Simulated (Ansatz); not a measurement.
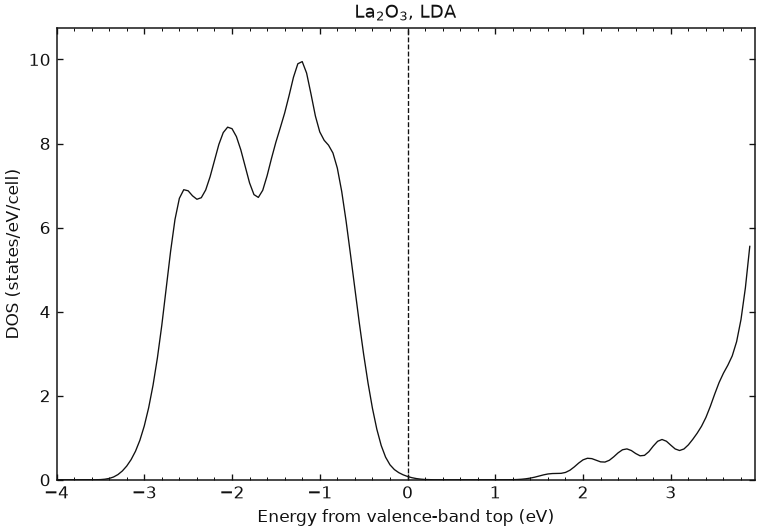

Density of states of La₂O₃, space group P6/mmm, 5 atoms in the cell. Level of theory: DFT, LDA, plane waves, PAW, no spin polarisation, 6×6×8 k mesh, 420 eV cutoff; code Ansatz 0.2.0. Energies are counted from the top of the valence band. The curve is built from the levels of the k mesh with Gaussians 0.3 eV wide, which also blur the band edges.

There is a gap; over the k points computed it is 1.45 eV (indirect; the smallest direct gap is 1.93 eV). The upper group of valence states starts about 3.2 eV under the valence-band top, with a gap beneath it; it holds about 18 electrons a cell.
